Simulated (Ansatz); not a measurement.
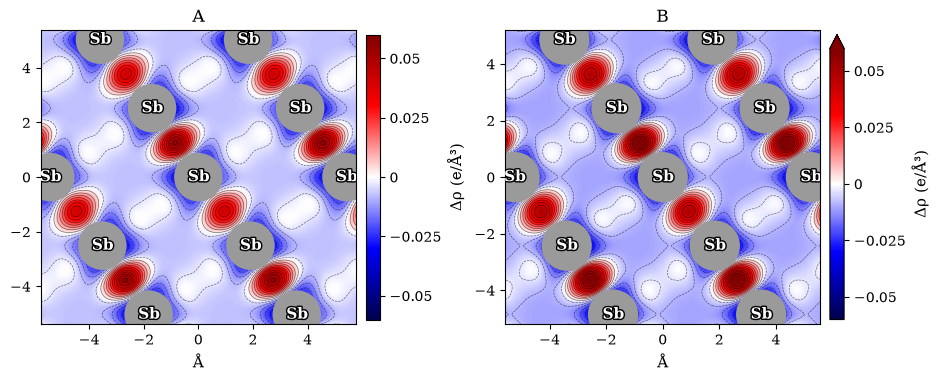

Sb: deformation density on the (111) plane of the conventional cell at two volumes, with the same fractional coordinates and one colour scale. Grey discs cover the cores. Panel B has 90 % of the volume of panel A.

Space group P2_1/m. No gap opens at this level; semilocal functionals can close small gaps. The cell comes from a database of computed structures, not from a measurement.

Level of theory: DFT PBE, scalar-relativistic, plane waves, PAW (Ansatz).

> How do bonds, bonding charge and pressure respond to this change of volume?

From A to B, Sb–Sb goes from 3.04 to 2.94 Å, and Δρ at its midpoint from +0.055 to +0.064 e/Å³.
The pressure is 0.3 GPa in A and 8.0 GPa in B.
The rearranged charge is 0.13 e an atom in A and 0.14 e in B.

Run times: 46 s (base cell) and 46 s (scaled cell), on 1 thread of Arm Neoverse N1, on a shared host.
